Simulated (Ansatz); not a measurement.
**A series of single points on CsBr**

System: CsBr (Pm-3m, 2 atoms in the cell).
Method: Kohn-Sham DFT of a periodic cell, PBE, Ansatz PAW, no spin polarisation (Ansatz 0.2.0).

The 5 runs differ only in the geometry, by an even scaling of the cell at fixed fractional positions. The structure derives from a Materials Project entry.

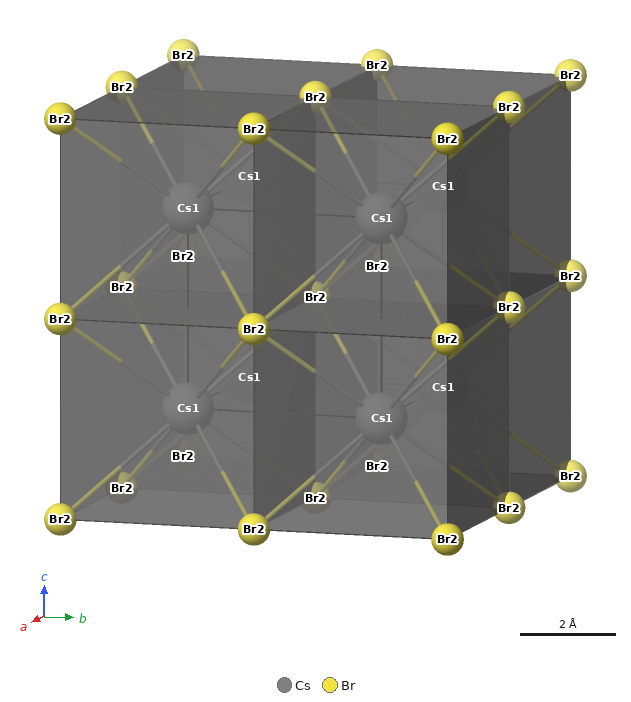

Figure 1. The structure of run 3 (polyhedral view of the cell of the calculation, seen slightly off an axis; polyhedra are completed across the faces of the cell; atoms are numbered from 1 in the order of the input).

**Input of run 3**
```yaml
crystal:
  lattice:
    - [4.2965903236, 0.0, 0.0]
    - [0.0, 4.2965903236, 0.0]
    - [0.0, 0.0, 4.2965903236]
  atoms:
    - { symbol: Cs, position: [0.0, 0.0, 0.0] }
    - { symbol: Br, position: [0.5, 0.5, 0.5] }
hamiltonian:
  xc: pbe
  pseudopotentials: { kind: paw }
kpoints:
  mp_grid: { grid: [6, 6, 6] }
scf:
  occupations: { method: fermi_dirac, width: 0.05 }
output:
  forces: true
  stress: true
  eigenvalues: true
```

Command:
```bash
ansatz run input.yaml --threads 2 --pin off --max-ram 5120MiB --backend cpu --events-out ev --progress --plain --runs-dir out
```

Lattice vectors (Å) and fractional positions of run 3:
```
   4.296590    0.000000    0.000000
   0.000000    4.296590    0.000000
   0.000000    0.000000    4.296590
Cs  0.000000  0.000000  0.000000
Br  0.500000  0.500000  0.500000
```

Run 4 differs from it as follows:
```diff
-    - [4.2965903236, 0.0, 0.0]
-    - [0.0, 4.2965903236, 0.0]
-    - [0.0, 0.0, 4.2965903236]
+    - [4.32562222, 0.0, 0.0]
+    - [0.0, 4.32562222, 0.0]
+    - [0.0, 0.0, 4.32562222]
```

**Results, with one run withheld**

| run | volume per atom (Å³) | free energy per atom, from the lowest run given (meV) | pressure (GPa) | gap on the mesh (eV) |
| --- | --- | --- | --- | --- |
| 1 | 38.040 | 20.21 | 1.70 | 4.66 |
| 2 | 38.850 | 12.69 | 1.29 | 4.58 |
| 3 | 39.659 | 7.11 | 0.93 | 4.50 |
| 4 | 40.468 | ? | ? | ? |
| 5 | 42.087 | 0.00 | 0.06 | 4.27 |

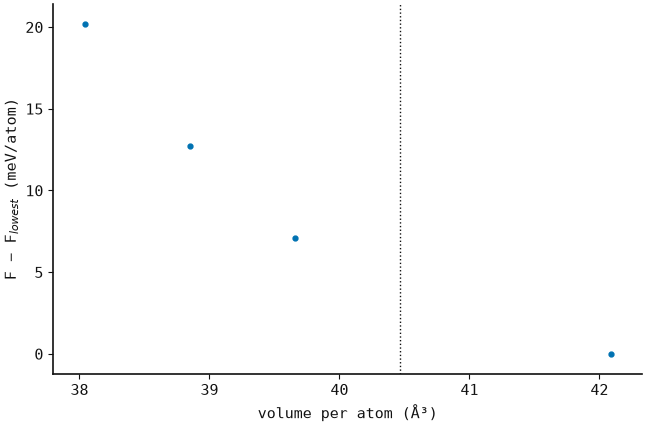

Figure 2. Free energy per atom of the runs given; the dotted line marks run 4.

Estimate the energy of run 4 from the others.

A quadratic polynomial in V^(−2/3) (the Birch–Murnaghan form), fitted to the 4 runs given, misses them by at most 0.01 meV per atom. With x = V^(−2/3) − 0.08606 Å⁻², it reads F = 7.3947 + 4110.3 x + 5.6952e+05 x² (meV per atom). At run 4 it gives 3.22 meV per atom, and the run itself gives 3.26. The slope of the fit gives a pressure −dF/dV of 0.61 GPa there, and the run prints 0.60 GPa. The fit has no minimum inside this range. The gap on the mesh goes, without turning, from 4.66 eV in run 1 to 4.27 eV in run 5; run 4 has 4.42 eV. These are gaps of this functional on this mesh, which can miss the band edges; they aren't the measured gap.

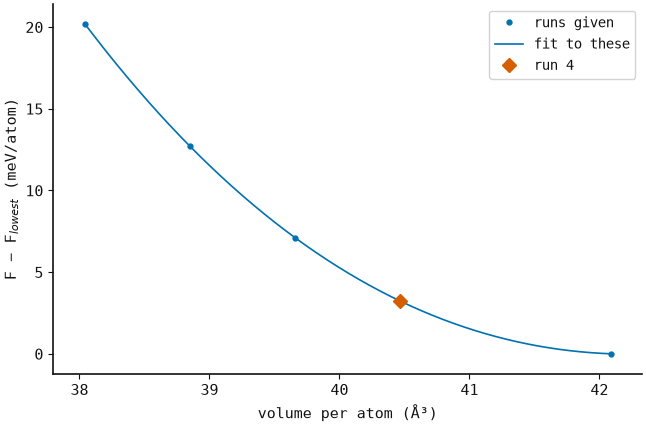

Figure 3. The fit and the withheld run.

**Output, shortened to warnings, some set-up lines, iterations and results (run 4)**
```
Basis set: ecut = 420 eV, 1575 PW (Γ), exchange–correlation on 60×60×60 points (8 copies of the dense FFT grid, shifted against one another)
Symmetry: 48 space group operations
k-points: 20 of 216
Initial density: superposition of atomic densities (neutral atoms: chi_scale 0, normalization atom), corrected by the library's trained network
[...]
SCF iter   1: F=—  HF=-8457.475570 eV  |F-HF|=—  |Δ(HF+E_count)|=         —  Δρ=3.11e-4  dr2=7.66e-5  ethr=1.77e-3  ⟨swp⟩=8.0  Hψ=1699  notcnv=0
SCF iter   2: F=—  HF=-8457.476062 eV  |F-HF|=—  |Δ(HF+E_count)|=   4.92e-4  Δρ=2.18e-4  dr2=5.50e-5  ethr=4.79e-7  ⟨swp⟩=3.3  Hψ=685  notcnv=0
SCF iter   3: F=—  HF=-8457.476187 eV  |F-HF|=—  |Δ(HF+E_count)|=   1.25e-4  Δρ=9.50e-5  dr2=6.85e-6  ethr=3.44e-7  ⟨swp⟩=2.0  Hψ=380  notcnv=0
SCF iter   4: F=—  HF=-8457.476197 eV  |F-HF|=—  |Δ(HF+E_count)|=   1.02e-5  Δρ=5.11e-5  dr2=2.91e-6  ethr=4.28e-8  ⟨swp⟩=2.0  Hψ=359  notcnv=0
SCF iter   5: F=-8457.476197 eV  HF=-8457.476197 eV  |F-HF|=4.93e-10  |Δ(HF+E_count)|=   5.39e-7  Δρ=3.79e-6  dr2=1.63e-8  ethr=1.82e-8  ⟨swp⟩=2.0  Hψ=368  notcnv=0
SCF iter   6: F=-8457.476197 eV  HF=-8457.476197 eV  |F-HF|=4.07e-10  |Δ(HF+E_count)|=   8.35e-9  Δρ=6.84e-7  dr2=7.41e-10  ethr=1.02e-10  ⟨swp⟩=3.0  Hψ=948  notcnv=0
SCF 1 converged in 6 iterations: F = -8457.476197 eV  dr2 = 7.41e-10
SCF converged after 6 iterations
Free energy (F): -8457.476197 eV
Harris-Foulkes:  -8457.476197 eV  (|F-HF|=4.07e-10)
Internal energy: -8457.476197 eV  (E = F + TS)
E sigma→0 (E₀):  -8457.476197 eV
Fermi energy:    5.162539 eV
--- Per-component energies (eV) ---
  E_band       = -60.699771
  E_kinetic    = 276.687854
  E_local      = -424.293564  (includes V_loc(G=0)·N_el)
  E_nonlocal   = 100.298438
  E_hartree    = 125.174352
  E_xc         = -439.936002
  E_vxc        = -231.471256  (∫ρ·V_xc dr)
  E_paw        = -7313.290092  (= ΣΔE_a)
  E_vpaw       = -32.269593  (= ΣTr[D̂ρ^β])
  E_aug_tail   = -0.000002  (compensation charges beyond the density's cutoff)
  E_ewald      = -782.117182
  E_smearing   = -0.000000  (= −TS)
  E_closure    = 0.000000  (closes the sum)
  Σ components = -8457.476197   (vs F -8457.476197, Δ=0.00e0)
--- Forces (eV/Å), atoms counted from 1 ---
  atom   1  Cs    -0.00000000    -0.00000000    -0.00000000
  atom   2  Br     0.00000000    -0.00000000    -0.00000000
  max |Σ_I F_I| component: 3.90e-30 eV/Å
--- Stress (GPa, compression-positive) ---
        0.604346       0.000000       0.000000
        0.000000       0.604346       0.000000
        0.000000       0.000000       0.604346
  P = ⅓ Tr σ = 0.6043 GPa (6.043 kbar)
```
